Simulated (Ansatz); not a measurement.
# Ag: geometry relaxation

Ag (Fm-3m, 1 atom in the cell), computed with DFT LDA, scalar-relativistic, plane waves, PAW, no spin polarisation (Ansatz 0.2.0).

The structure derives from a Materials Project entry.

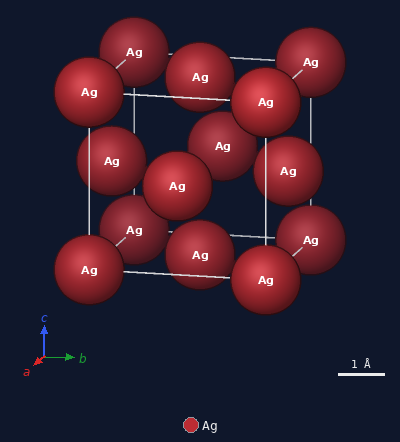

**Figure 1.** The input geometry (spheres-only view of the cell 4 times as large as that of the calculation, set on its symmetry axes, seen slightly off an axis).

**Input**
```yaml
crystal:
  lattice:
    - [0.0, 2.0026471504, 2.0026471504]
    - [2.0026471504, 0.0, 2.0026471504]
    - [2.0026471504, 2.0026471504, 0.0]
  atoms:
    - { symbol: Ag, position: [0.0, 0.0, 0.0] }
basis:
  ecutwfc: 420
kpoints:
  mp_grid: { grid: [18, 18, 18] }
hamiltonian:
  xc: lda
scf:
  occupations: { method: gaussian, width: 0.1 }
output:
  forces: true
  stress: true
  eigenvalues: true
relax:
  adjacent_minimum: "off"
  f_tol: 0.005
  max_steps: 80
  cell: { stress_tol: 0.05 }
```

Machine: 4 threads of Intel Xeon @ 2.70GHz, 189 GiB of memory available, shared host.

Launched with:
```bash
ansatz run input.yaml --threads 4 --pin off --max-ram 8192MiB --backend cpu --events-out ev --progress --plain --runs-dir out
```

**The program's output**
```
Engine: ansatz 0.2.0, x86_64-unknown-linux-gnu
Pseudopotentials: kind: paw
Pseudopotential: Ag, paw, valence charge 19, recommended cutoff 420 eV (normal), Ag.paw.azcp
Functional definition: SPW92
  exchange = slater_x
  correlation = pw_c
Crystal: 1 atoms, lattice volume = 16.064 Å³
Basis set: ecut = 420 eV, 331 PW (Γ)
Bands: 14, of which v1, the nominal top of the filled ones, is band 10 counted from 1 (9 counted from 0)
Symmetry: 48 space group operations
Space group: Fm-3m (ITA 225), of the structure as read, at distance tolerance 2.5e-5 Å
k-points: 195 of 5832
Non-local potential: Ag, projectors of the file, l = 0: 3, l = 1: 2, l = 2: 2, l = 3: 1
PAW form: soft (Blöchl's): semilocal exchange-correlation on the pseudo side does not see the compensation charge
PAW frozen core: Ag, regenerated for the run's functional, and the local potential with it (the file was generated under x = pbe(κ = 0.804, μ = 0.2195149727645171), c = pbe(β = 0.06672455060314922))
PAW one-centre angular grid: Ag, 590 points (default); XC on 64 Gauss nodes
Initial density: superposition of atomic densities (neutral atoms: chi_scale 0, normalization atom), corrected by the library's trained network
Initial wavefunctions: pseudopotential atomic-orbital guess
Functional: x = slater, c = lda
SCF iter   1: F=—  HF=-7458.163486 eV  |F-HF|=—  |Δ(HF+E_count)|=         —  Δρ=1.36e-2  dr2=2.45e-2  ethr=1.77e-3  ⟨swp⟩=4.5  Hψ=13544  notcnv=0
preconditioner: auto → none  [insulator: Δε(μ)=0.156 eV  Ē_g=16.692 eV  σ=0.100 eV  W_gap=0.62  n_scr=8 (ndim 8)  ℏωp=30.7 eV  f_vac=0.000  D(μ)=0.20/eV (n_scr^D=0)  ε∞_Penn≈4.4]
SCF iter   2: F=—  HF=-7458.156686 eV  |F-HF|=—  |Δ(HF+E_count)|=   6.80e-3  Δρ=6.55e-3  dr2=4.06e-3  ethr=1.29e-4  ⟨swp⟩=2.7  Hψ=6632  notcnv=0  defer=79
SCF iter   3: F=—  HF=-7458.155405 eV  |F-HF|=—  |Δ(HF+E_count)|=   1.28e-3  Δρ=2.05e-3  dr2=1.34e-4  ethr=2.14e-5  ⟨swp⟩=2.1  Hψ=3770  notcnv=0  defer=79
SCF iter   4: F=—  HF=-7458.155358 eV  |F-HF|=—  |Δ(HF+E_count)|=   4.72e-5  Δρ=1.29e-4  dr2=2.19e-6  ethr=7.08e-7  ⟨swp⟩=2.0  Hψ=2994  notcnv=0  defer=79
SCF iter   5: F=—  HF=-7458.155368 eV  |F-HF|=—  |Δ(HF+E_count)|=   1.00e-5  Δρ=1.64e-5  dr2=2.89e-8  ethr=1.15e-8  ⟨swp⟩=2.0  Hψ=3703  notcnv=0  defer=79
SCF iter   6: F=-7458.155368 eV  HF=-7458.155368 eV  |F-HF|=3.20e-10  |Δ(HF+E_count)|=   6.65e-9  Δρ=1.92e-6  dr2=4.06e-10  ethr=1.52e-10  ⟨swp⟩=3.2  Hψ=9221  notcnv=0
SCF 1 converged in 6 iterations: F = -7458.155368 eV  dr2 = 4.06e-10
  greatest PAW one-centre occupation: 1.002 electrons in one spin orbital (limit 2), on the Ag atom at site 0 (counted from 0), in its partial waves of l = 0
relax step   1: F+E_penalty+E_count = -7458.15536819 eV  Δ(F+E_penalty+E_count) = +0.000e0 eV  max|allowed force component| = 0.000e0 eV/Å  Δτ_max = 0.0000 Å  P = -0.362 GPa  Ω = 16.064 Å³  (6 SCF iters, dr2 threshold 1.00e-7 eV, accepted)
Crystal: 1 atoms, lattice volume = 15.989 Å³
Initial density: handed on by an earlier stage of this run
Initial wavefunctions: those handed on with the density
iter 1 solved again at ethr=1.79e-7 eV; its pass at ethr=3.10e-3 eV (dr2=3.40e-5 eV) is discarded
SCF iter   1: F=—  HF=-7458.155409 eV  |F-HF|=—  |Δ(HF+E_count)|=         —  Δρ=4.84e-4  dr2=4.05e-5  ethr=1.79e-7  ⟨swp⟩=2.2  Hψ=16998  notcnv=0
preconditioner: auto → none  [insulator: Δε(μ)=0.186 eV  Ē_g=16.837 eV  σ=0.100 eV  W_gap=0.67  n_scr=8 (ndim 8)  ℏωp=30.8 eV  f_vac=0.000  D(μ)=0.19/eV (n_scr^D=0)  ε∞_Penn≈4.3]
SCF iter   2: F=—  HF=-7458.155399 eV  |F-HF|=—  |Δ(HF+E_count)|=   1.02e-5  Δρ=2.87e-4  dr2=6.73e-6  ethr=1.79e-7  ⟨swp⟩=2.0  Hψ=3839  notcnv=0
SCF iter   3: F=—  HF=-7458.155397 eV  |F-HF|=—  |Δ(HF+E_count)|=   2.20e-6  Δρ=8.32e-5  dr2=5.02e-7  ethr=3.54e-8  ⟨swp⟩=2.3  Hψ=4073  notcnv=0
SCF iter   4: F=-7458.155396 eV  HF=-7458.155396 eV  |F-HF|=3.35e-10  |Δ(HF+E_count)|=   1.77e-7  Δρ=6.67e-6  dr2=2.29e-9  ethr=5.26e-10  ⟨swp⟩=3.9  Hψ=7799  notcnv=0
SCF 2 converged in 4 iterations: F = -7458.155396 eV  dr2 = 2.29e-9
relax step   2: F+E_penalty+E_count = -7458.15539640 eV  Δ(F+E_penalty+E_count) = -2.821e-5 eV  max|allowed force component| = 0.000e0 eV/Å  Δτ_max = 0.0000 Å  P = +0.289 GPa  Ω = 15.989 Å³  energy of the carried Pulay correction = +1.031e-5 eV  (4 SCF iters, dr2 threshold 1.00e-7 eV, accepted)
Crystal: 1 atoms, lattice volume = 16.022 Å³
iter 1 solved again at ethr=3.47e-8 eV; its pass at ethr=3.10e-3 eV (dr2=6.60e-6 eV) is discarded
SCF iter   1: F=—  HF=-7458.155424 eV  |F-HF|=—  |Δ(HF+E_count)|=         —  Δρ=2.14e-4  dr2=7.96e-6  ethr=3.47e-8  ⟨swp⟩=2.2  Hψ=16999  notcnv=0
preconditioner: auto → none  [insulator: Δε(μ)=0.191 eV  Ē_g=16.822 eV  σ=0.100 eV  W_gap=0.68  n_scr=8 (ndim 8)  ℏωp=30.8 eV  f_vac=0.000  D(μ)=0.19/eV (n_scr^D=0)  ε∞_Penn≈4.3]
SCF iter   2: F=—  HF=-7458.155422 eV  |F-HF|=—  |Δ(HF+E_count)|=   2.01e-6  Δρ=1.26e-4  dr2=1.32e-6  ethr=3.47e-8  ⟨swp⟩=2.0  Hψ=3835  notcnv=0
SCF iter   3: F=-7458.155421 eV  HF=-7458.155421 eV  |F-HF|=4.29e-8  |Δ(HF+E_count)|=   4.35e-7  Δρ=3.56e-5  dr2=9.29e-8  ethr=5.26e-10  ⟨swp⟩=2.8  Hψ=10053  notcnv=0
SCF 3 converged in 3 iterations: F = -7458.155421 eV  dr2 = 9.29e-8
relax step   3: F+E_penalty+E_count = -7458.15542143 eV  Δ(F+E_penalty+E_count) = -2.503e-5 eV  max|allowed force component| = 0.000e0 eV/Å  Δτ_max = 0.0000 Å  P = -0.001 GPa  Ω = 16.022 Å³  energy of the carried Pulay correction = +5.740e-6 eV  (3 SCF iters, dr2 threshold 1.00e-7 eV, accepted)
Initial wavefunctions: pseudopotential atomic-orbital guess (no wavefunctions were taken with the density)
iter 1 solved again at ethr=1.43e-7 eV; its pass at ethr=3.10e-3 eV (dr2=2.72e-5 eV) is discarded
SCF iter   1: F=—  HF=-7458.155420 eV  |F-HF|=—  |Δ(HF+E_count)|=         —  Δρ=3.38e-5  dr2=8.75e-8  ethr=1.43e-7  ⟨swp⟩=2.4  Hψ=19908  notcnv=0
preconditioner: auto → none  [insulator: Δε(μ)=0.191 eV  Ē_g=16.820 eV  σ=0.100 eV  W_gap=0.68  n_scr=8 (ndim 8)  ℏωp=30.8 eV  f_vac=0.000  D(μ)=0.19/eV (n_scr^D=0)  ε∞_Penn≈4.3]
SCF iter   2: F=—  HF=-7458.155415 eV  |F-HF|=—  |Δ(HF+E_count)|=   5.14e-6  Δρ=1.64e-5  dr2=1.58e-8  ethr=4.61e-10  ⟨swp⟩=2.0  Hψ=3760  notcnv=0
SCF iter   3: F=—  HF=-7458.155415 eV  |F-HF|=—  |Δ(HF+E_count)|=   3.00e-9  Δρ=5.44e-6  dr2=4.25e-9  ethr=8.33e-11  ⟨swp⟩=2.0  Hψ=4551  notcnv=0
SCF iter   4: F=—  HF=-7458.155415 eV  |F-HF|=—  |Δ(HF+E_count)|=   1.35e-9  Δρ=7.66e-7  dr2=3.97e-11  ethr=2.24e-11  ⟨swp⟩=2.1  Hψ=3780  notcnv=0
SCF iter   5: F=-7458.155415 eV  HF=-7458.155415 eV  |F-HF|=2.73e-12  |Δ(HF+E_count)|=  8.19e-12  Δρ=5.34e-8  dr2=2.20e-13  ethr=1.00e-12  ⟨swp⟩=4.8  Hψ=9456  notcnv=0
SCF 4 converged in 5 iterations: F = -7458.155415 eV  dr2 = 2.20e-13
relax step   4: F+E_penalty+E_count = -7458.15541522 eV  Δ(F+E_penalty+E_count) = +6.207e-6 eV  max|allowed force component| = 0.000e0 eV/Å  Δτ_max = 0.0000 Å  P = -0.001 GPa  Ω = 16.022 Å³  stress off target by 1.09e-3 GPa  SCF on the basis re-selected at this cell (its energy is not comparable with the rows above)  (5 SCF iters)
```

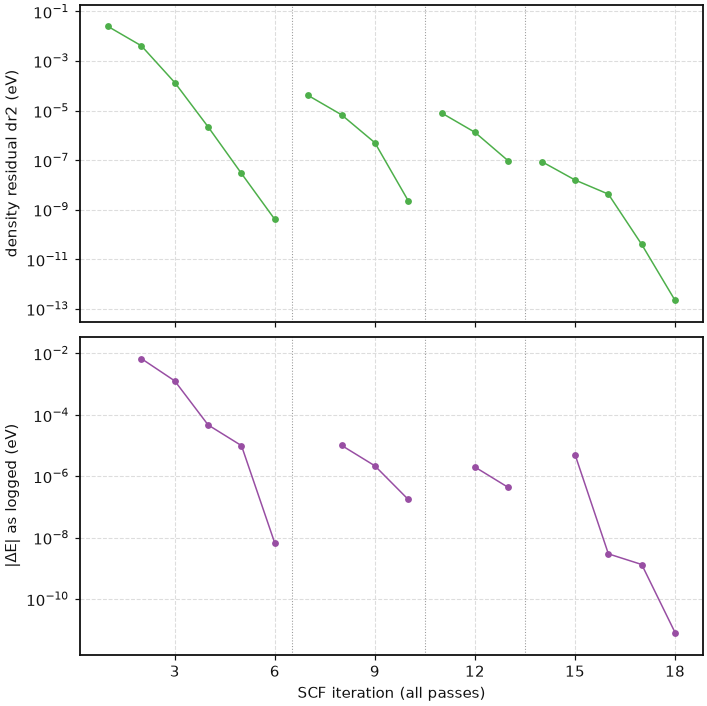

**Figure 2.** Convergence of the self-consistent field: density residual dr2 and size of the energy change against the SCF iteration. The dotted lines part the SCF passes of the relaxation: geometry steps, rejected trials and re-solves on a re-selected basis. The passes take 6, 4, 3 and 5 iterations.

```
basis re-selected at this cell: Δ(F+E_penalty+E_count) = +6.207e-6 eV, ΔP = +0.000 GPa vs the last step (what re-selecting the basis moved, of the pressure what is left beyond the Pulay correction that the steps carried, after the strain that the cell walked since its last selection, with what the two solves' SCF thresholds leave and, on support functions, any second-order correction that the steps lacked; it is no measure of the basis error at this ecutwfc). This SCF's stress stands 1.09e-3 GPa from its target on what of the cell is left free (relax.cell.stress_tol is 5.00e-2 GPa) and its largest allowed force component is 0.00e0 eV/Å (relax.f_tol is 5.00e-3 eV/Å): within both
SCF converged after 5 iterations
Free energy (F): -7458.155415 eV
Harris-Foulkes:  -7458.155415 eV  (|F-HF|=2.73e-12)
Internal energy: -7458.154459 eV  (E = F + TS)
E sigma→0 (E₀):  -7458.154937 eV
Entropy (-TS):   -0.000956 eV (-0.956 meV/atom)
Fermi energy:    18.382489 eV
--- Per-component energies (eV) ---
  E_band       = -215.944104
  E_kinetic    = 528.355740
  E_local      = -2100.213468  (includes V_loc(G=0)·N_el)
  E_nonlocal   = 86.197110
  E_hartree    = 958.981237
  E_xc         = -184.326871
  E_vxc        = -235.450463  (∫ρ·V_xc dr)
  E_paw        = -3770.059263  (= ΣΔE_a)
  E_vpaw       = -412.795715  (= ΣTr[D̂ρ^β])
  E_aug_tail   = 0.000244  (compensation charges beyond the density's cutoff)
  E_ewald      = -2977.813996
  E_core_change = 0.724807  (= ΣΔE_core)
  E_smearing   = -0.000956  (= −TS)
  E_closure    = -0.000000  (closes the sum)
  Σ components = -7458.155415   (vs F -7458.155415, Δ=0.00e0)
--- Forces (eV/Å), atoms counted from 1 ---
  atom   1  Ag    -0.00000000     0.00000000    -0.00000000
  max |Σ_I F_I| component: 2.05e-32 eV/Å
--- Stress (GPa, compression-positive) ---
       -0.001088      -0.000000      -0.000000
       -0.000000      -0.001088      -0.000000
       -0.000000      -0.000000      -0.001088
  P = ⅓ Tr σ = -0.0011 GPa (-0.011 kbar)
--- Band table (eV; the first three rows and the last of 195) ---
  k-point 0: bands = ["-73.4985", "-36.9314", "-36.9314", "-36.9314", "10.0771", "13.4253", "13.4253", "13.4253", "14.6052", "14.6052", "34.4106", "38.2713", "38.2713", "38.2713"]
  k-point 1: bands = ["-73.4978", "-36.9379", "-36.9324", "-36.9324", "10.1793", "13.3990", "13.4556", "13.4556", "14.5929", "14.5929", "34.4589", "37.4803", "38.3384", "38.3384"]
  k-point 2: bands = ["-73.4958", "-36.9564", "-36.9351", "-36.9351", "10.4749", "13.3363", "13.5346", "13.5346", "14.5685", "14.5685", "34.3778", "36.0178", "38.5146", "38.5146"]
  k-point 194: bands = ["-73.4673", "-37.0832", "-37.0623", "-37.0136", "12.3761", "12.8187", "13.4034", "14.6343", "15.7401", "23.8620", "25.2887", "25.6784", "27.0525", "40.6131"]
--- Relaxed structure (3 steps of the walk, 3 accepted, 1 SCFs on fresh bases) ---
  F+E_penalty+E_count = -7458.15541522 eV   max|allowed force component| = 0.000e0 eV/Å   (the final SCF, on the basis selected at the relaxed cell)
  cell:  # Å, volume = 16.0219 Å³
    - [1.9664951439456417e-34, 2.0009107569029414, 2.0009107569029414]
    - [2.0009107569029414, -7.4639238763119e-35, 2.0009107569029414]
    - [2.0009107569029414, 2.0009107569029414, 2.0102834973533382e-35]
  atoms:
    - { symbol: Ag, position: [0.0, 0.0, 0.0] }
```

**Trajectory as extended XYZ (Å, eV, eV/Å), 4 frames, from step=1 to step=4**
```
1
Lattice="0.0000 2.0026 2.0026 2.0026 0.0000 2.0026 2.0026 2.0026 0.0000" Properties=species:S:1:pos:R:3:forces:R:3 step=1 energy=-7458.15537 pressure_GPa=-0.36
Ag    0.0000    0.0000    0.0000    0.0000   0.0000   0.0000
1
Lattice="0.0000 1.9995 1.9995 1.9995 0.0000 1.9995 1.9995 1.9995 0.0000" Properties=species:S:1:pos:R:3:forces:R:3 step=2 energy=-7458.15540 pressure_GPa=0.29
Ag    0.0000    0.0000    0.0000    0.0000   0.0000   0.0000
1
Lattice="0.0000 2.0009 2.0009 2.0009 0.0000 2.0009 2.0009 2.0009 0.0000" Properties=species:S:1:pos:R:3:forces:R:3 step=3 energy=-7458.15542 pressure_GPa=-0.00
Ag    0.0000    0.0000    0.0000    0.0000   0.0000   0.0000
1
Lattice="0.0000 2.0009 2.0009 2.0009 0.0000 2.0009 2.0009 2.0009 0.0000" Properties=species:S:1:pos:R:3:forces:R:3 step=4 energy=-7458.15542 pressure_GPa=-0.00
Ag    0.0000    0.0000    0.0000    0.0000   0.0000   0.0000
```

**Key numbers**

| quantity | value |
| --- | --- |
| outcome | converged |
| space group (tolerance 0.01 Å) | Fm-3m (225) |
| electrons treated | 19 |
| free energy | −7458.1554 eV |
| Fermi energy | 18.382 eV |
| gap on the k-point mesh | none (metallic) |
| pressure | 0.00 GPa |
| final volume | 16.02 Å³ |
| largest force (length of the vector) at the end | under 0.001 eV/Å |
| final cell | a = 2.830 Å, b = 2.830 Å, c = 2.830 Å, α = 60.00°, β = 60.00°, γ = 60.00° |
| wall time | 3.9 s (CPU time 12 s) |
| peak memory | 0.36 GiB |
